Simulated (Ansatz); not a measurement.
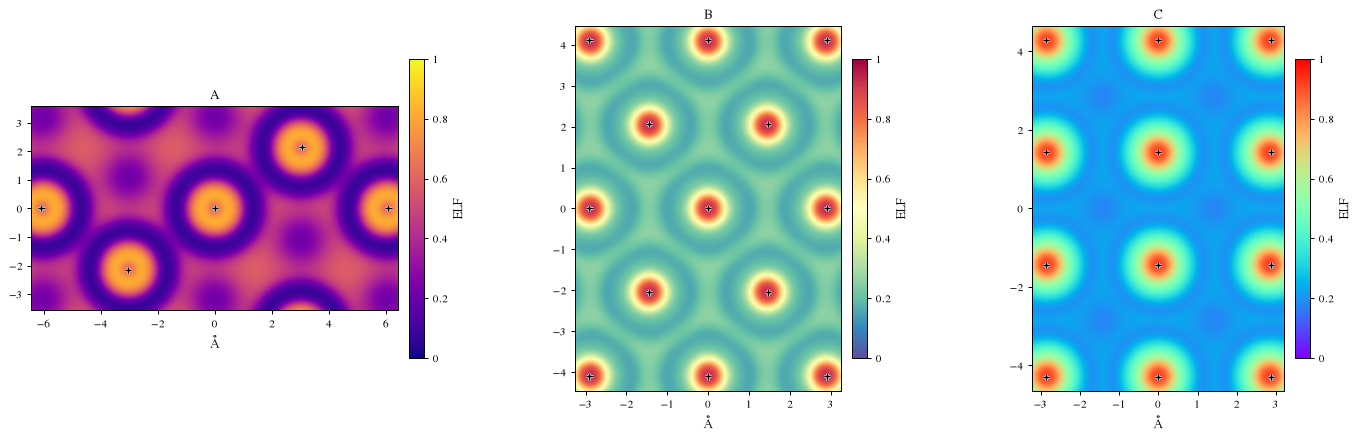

The ELF of 3 systems, each on a plane through atoms (crosses mark nuclei in the plane).

Level of theory: DFT, PBEsol, plane waves (420 eV) with PAW, scalar-relativistic (Ansatz).

System 1: Cd, the (010) plane of the conventional cell. Space group Pm-3m; set up as Cd, simple cubic; a generated structure, not necessarily the stable one; changed on purpose from its base cell (volume × 0.96); computed pressure about 2 GPa in this cell.

```cif
data_structure
_symmetry_space_group_name_H-M 'P 1'
_symmetry_Int_Tables_number 1
_cell_length_a 2.8647
_cell_length_b 2.8647
_cell_length_c 2.8647
_cell_angle_alpha 90.000
_cell_angle_beta 90.000
_cell_angle_gamma 90.000
_cell_volume 23.51
loop_
_atom_site_label
_atom_site_type_symbol
_atom_site_fract_x
_atom_site_fract_y
_atom_site_fract_z
_atom_site_occupancy
Cd1 Cd 0.00000 0.00000 0.00000 1
```

System 2: Cu, the (011) plane of the conventional cell. Space group Im-3m; set up as Cu, bcc; a generated structure, not necessarily the stable one; changed on purpose from its base cell (volume × 1.08); computed pressure about −10 GPa in this cell; computed without spin polarisation.

```
Cu
1.0
     2.90526    0.00000    0.00000
     0.00000    2.90526    0.00000
     0.00000    0.00000    2.90526
Cu
2
Cartesian
  0.0000 0.0000 0.0000
  1.4526 1.4526 1.4526
```

System 3: Yb, the (110) plane of the conventional cell. Space group P6₃/mmc; set up as Yb, dhcp; a generated structure, not necessarily the stable one; changed on purpose from its base cell (volume × 1.12); computed without spin polarisation; no Hubbard U on the f states and no spin–orbit coupling.

```cif
data_structure
_symmetry_space_group_name_H-M 'P 1'
_symmetry_Int_Tables_number 1
_cell_length_a 3.7218
_cell_length_b 3.7218
_cell_length_c 12.1497
_cell_angle_alpha 90.000
_cell_angle_beta 90.000
_cell_angle_gamma 120.000
_cell_volume 145.75
loop_
_atom_site_label
_atom_site_type_symbol
_atom_site_fract_x
_atom_site_fract_y
_atom_site_fract_z
_atom_site_occupancy
Yb1 Yb 0.00000 0.00000 0.00000 1
Yb2 Yb 0.00000 0.00000 0.50000 1
Yb3 Yb 0.33333 0.66667 0.25000 1
Yb4 Yb 0.66667 0.33333 0.75000 1
```

Q: Match each panel to its system.

A: Panel A is system 3, Yb: the plane holds Yb. Yb–Yb (3.72 Å): the ELF is about 0.20 at the midpoint (no localised pair shows between them). Panel B is system 2, Cu: the plane holds Cu. Cu–Cu (2.52 Å): the ELF is about 0.20 at the midpoint; no shared electron pair shows on this line. Panel C is system 1, Cd: the plane holds Cd. Cd–Cd (2.86 Å): the ELF is about 0.20 at the midpoint; no shared electron pair shows on this line.
